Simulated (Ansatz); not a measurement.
# Run report: HfS2, single-point calculation

HfS2 (P-3m1, 3 atoms in the cell), computed with DFT PBE+D3(BJ), scalar-relativistic, plane waves, PAW, no spin polarisation (Ansatz 0.2.0).

The structure derives from a Materials Project entry. Figures and captions count atoms from 1; the log counts them from 0 in places.

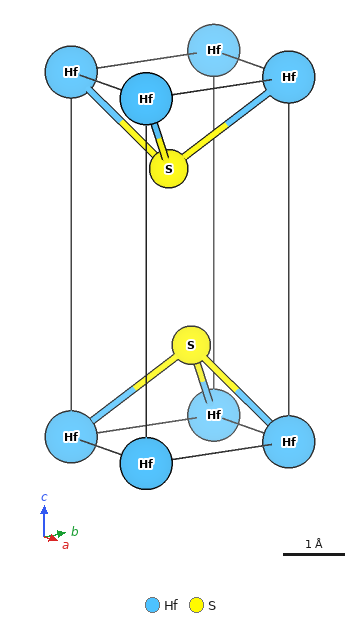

*The structure as given in the input (ball-and-stick view of the cell of the calculation, seen slightly off an axis).*

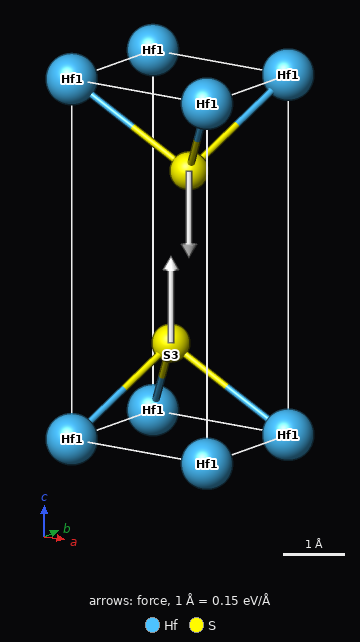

*Forces on the atoms as white arrows (ball-and-stick view of the cell of the calculation, seen slightly off an axis; atoms are numbered from 1 in the order of the input).*

The largest act on S2, S3 (0.22 eV/Å). The geometry is not a stationary point of this energy.

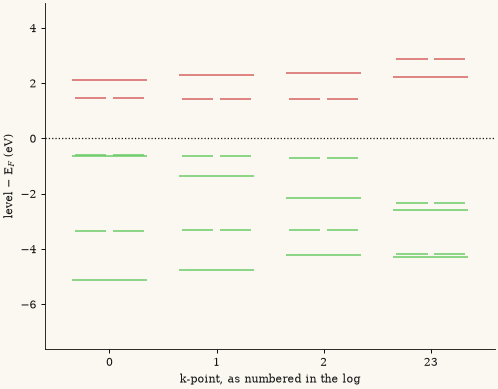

*Kohn–Sham levels near the Fermi level (dotted) at the few k-points that the log prints; levels within 0.02 eV of each other stand side by side.*

Among these points the highest filled and lowest empty levels are 2.02 eV apart; the gap on the full mesh, 1.21 eV, has an edge at a point that isn't printed.

The input that produced these results follows, with the program's output.

## Input
```yaml
crystal:
  lattice:
    - [3.63966418, 0.0, 0.0]
    - [-1.81983209, 3.1520416411, 0.0]
    - [0.0, 0.0, 6.05556247]
  atoms:
    - { symbol: Hf, position: [0.0, 0.0, 0.0] }
    - { symbol: S, position: [0.66666667, 0.33333333, 0.76395205] }
    - { symbol: S, position: [0.33333333, 0.66666667, 0.23604795] }
basis:
  ecutwfc: 420
kpoints:
  mp_grid: { grid: [6, 6, 4] }
hamiltonian:
  xc: pbe
  dispersion: d3bj
scf:
  occupations: { method: gaussian, width: 0.1 }
output:
  forces: true
  stress: true
  eigenvalues: true
```

Run as:
```bash
ansatz run input.yaml --threads 1 --pin off --max-ram 2560MiB --backend cpu --events-out ev --progress --plain --runs-dir out
```

## What the program printed
```
Engine: ansatz 0.2.0, x86_64-unknown-linux-gnu
Pseudopotentials: kind: paw
Pseudopotential: Hf, paw, valence charge 26, recommended cutoff 420 eV (normal), Hf.paw.azcp
Pseudopotential: S, paw, valence charge 6, recommended cutoff 420 eV (normal), S.paw.azcp
Functional definition: PBE
  parameter kappa = 0.804
  parameter beta = 0.06672455060314922
  exchange = pbe_x(kappa = kappa, mu = beta*pi^2/3)
  correlation = pbe_c(beta = beta)
Crystal: 3 atoms, lattice volume = 69.472 Å³
Basis set: ecut = 420 eV, 1317 PW (Γ), exchange–correlation on 50×50×90 points (8 copies of the dense FFT grid, shifted against one another)
Bands: 23, of which v1, the nominal top of the filled ones, is band 19 counted from 1 (18 counted from 0)
Symmetry: 12 space group operations
Space group: P-3m1 (ITA 164), of the structure as read, at distance tolerance 4.1e-5 Å
k-points: 24 of 144
Non-local potential: Hf, projectors of the file, l = 0: 3, l = 1: 2, l = 2: 2, l = 3: 3
Non-local potential: S, projectors of the file, l = 0: 2, l = 1: 2, l = 2: 2
PAW form: soft (Blöchl's): semilocal exchange-correlation on the pseudo side does not see the compensation charge
PAW one-centre angular grid: Hf, 590 points (default); XC on 64 Gauss nodes
PAW one-centre angular grid: S, 110 points (default); XC on 64 Gauss nodes
Initial density: superposition of atomic densities (neutral atoms: chi_scale 0, normalization atom), corrected by the library's trained network
Initial wavefunctions: pseudopotential atomic-orbital guess
Functional: x = pbe(κ = 0.804, μ = 0.2195149727645171), c = pbe(β = 0.06672455060314922)
SCF iter   1: F=—  HF=-17531.125716 eV  |F-HF|=—  |Δ(HF+E_count)|=         —  Δρ=1.34e-3  dr2=6.11e-4  ethr=1.77e-3  ⟨swp⟩=5.1  Hψ=2297  notcnv=0
preconditioner: auto → Resta (q_TF=auto, 2.467 Å⁻¹)  ε∞=5.3  [insulator: Δε(μ)=1.210 eV  Ē_g=11.732 eV  σ=0.100 eV  W_gap=1.00  n_scr=22 (ndim 8)  ℏωp=24.4 eV  f_vac=0.109  D(μ)=0.00/eV (n_scr^D=0)  ε∞_Penn≈5.3]
SCF iter   2: F=—  HF=-17531.125163 eV  |F-HF|=—  |Δ(HF+E_count)|=   5.53e-4  Δρ=8.09e-4  dr2=2.59e-4  ethr=1.61e-6  ⟨swp⟩=2.9  Hψ=1235  notcnv=0
SCF iter   3: F=—  HF=-17531.125524 eV  |F-HF|=—  |Δ(HF+E_count)|=   3.62e-4  Δρ=1.91e-4  dr2=7.29e-5  ethr=6.81e-7  ⟨swp⟩=2.1  Hψ=842  notcnv=0
SCF iter   4: F=—  HF=-17531.125486 eV  |F-HF|=—  |Δ(HF+E_count)|=   3.85e-5  Δρ=9.97e-5  dr2=1.74e-5  ethr=1.92e-7  ⟨swp⟩=2.1  Hψ=877  notcnv=0
SCF iter   5: F=—  HF=-17531.125493 eV  |F-HF|=—  |Δ(HF+E_count)|=   7.38e-6  Δρ=5.94e-5  dr2=4.58e-6  ethr=4.57e-8  ⟨swp⟩=2.0  Hψ=900  notcnv=0
SCF iter   6: F=—  HF=-17531.125492 eV  |F-HF|=—  |Δ(HF+E_count)|=   1.18e-6  Δρ=2.77e-5  dr2=1.12e-6  ethr=1.21e-8  ⟨swp⟩=2.0  Hψ=962  notcnv=0
SCF iter   7: F=-17531.125493 eV  HF=-17531.125493 eV  |F-HF|=4.14e-8  |Δ(HF+E_count)|=   3.50e-7  Δρ=5.74e-6  dr2=3.43e-8  ethr=2.63e-10  ⟨swp⟩=3.0  Hψ=2265  notcnv=0
SCF 1 converged in 7 iterations: F = -17531.125493 eV  dr2 = 3.43e-8
  greatest PAW one-centre occupation: 0.999 electrons in one spin orbital (limit 2), on the Hf atom at site 0 (counted from 0), in its partial waves of l = 0
SCF converged after 7 iterations
Free energy (F): -17531.125493 eV
Harris-Foulkes:  -17531.125493 eV  (|F-HF|=4.14e-8)
Internal energy: -17531.125493 eV  (E = F + TS)
E sigma→0 (E₀):  -17531.125493 eV
Fermi energy:    8.994275 eV
--- Per-component energies (eV) ---
  E_band       = -229.984786
  E_kinetic    = 634.569453
  E_local      = -8467.985238  (includes V_loc(G=0)·N_el)
  E_nonlocal   = -1186.856740
  E_hartree    = 3907.989729
  E_xc         = -494.165803
  E_vxc        = -440.864836  (∫ρ·V_xc dr)
  E_paw        = -8127.425309  (= ΣΔE_a)
  E_vpaw       = 1415.160966  (= ΣTr[D̂ρ^β])
  E_aug_tail   = 0.000002  (compensation charges beyond the density's cutoff)
  E_ewald      = -3796.304433
  E_disp       = -0.947153  (pairwise vdW)
  E_smearing   = -0.000000  (= −TS)
  E_closure    = 0.000000  (closes the sum)
  Σ components = -17531.125493   (vs F -17531.125493, Δ=0.00e0)
--- Forces (eV/Å), atoms counted from 1 ---
  atom   1  Hf     0.00000000     0.00000000     0.00000000
  atom   2  S     -0.00000000     0.00000000    -0.22160647
  atom   3  S     -0.00000000    -0.00000000     0.22160647
  max |Σ_I F_I| component: 3.70e-17 eV/Å
--- Stress (GPa, compression-positive) ---
       -0.652004       0.000000       0.000000
        0.000000      -0.652004       0.000000
        0.000000       0.000000      -0.030908
  P = ⅓ Tr σ = -0.4450 GPa (-4.450 kbar)
--- Band table (eV; the first three rows and the last of 24) ---
  k-point 0: bands = ["-53.5294", "-22.2194", "-22.1035", "-22.1035", "-4.5828", "-3.6544", "-3.4872", "-3.4679", "-3.4679", "-3.4606", "-3.4606", "-3.4453", "-2.7379", "3.8729", "5.6572", "5.6572", "8.3648", "8.3886", "8.3886", "10.4379", "10.4379", "11.1215", "13.9377"]
  k-point 1: bands = ["-53.5294", "-22.2195", "-22.1035", "-22.1035", "-4.5104", "-3.6761", "-3.4872", "-3.4680", "-3.4680", "-3.4606", "-3.4606", "-3.4453", "-2.8489", "4.2459", "5.6699", "5.6699", "7.6249", "8.3439", "8.3439", "10.4230", "10.4230", "11.2922", "14.1470"]
  k-point 2: bands = ["-53.5294", "-22.2195", "-22.1035", "-22.1035", "-4.4242", "-3.7094", "-3.4872", "-3.4680", "-3.4680", "-3.4606", "-3.4606", "-3.4453", "-2.9596", "4.7677", "5.6829", "5.6829", "6.8343", "8.2999", "8.2999", "10.4081", "10.4081", "11.3756", "14.3098"]
  k-point 23: bands = ["-53.5224", "-22.2352", "-22.2352", "-22.1773", "-3.5626", "-3.5626", "-3.4763", "-3.4709", "-3.4685", "-3.4685", "-3.4508", "-2.9309", "-2.9309", "4.7183", "4.8200", "4.8200", "6.3944", "6.6601", "6.6601", "11.2010", "11.8737", "11.8737", "14.6446"]
```

## Key numbers

- outcome: converged
- space group (tolerance 0.01 Å): P-3m1 (164)
- electrons treated: 38
- free energy: −17531.1255 eV
- Fermi energy: 8.994 eV
- gap on the k-point mesh: 1.21 eV
- pressure: −0.44 GPa
- largest force (length of the vector): 0.222 eV/Å
- hardware: 1 thread of Intel Xeon (Emerald Rapids), 32 GiB of memory available, shared host
- wall time: 1.2 s
- peak memory: 0.4 GiB

## Remarks

Spin–orbit coupling is left out, which matters for Hf.
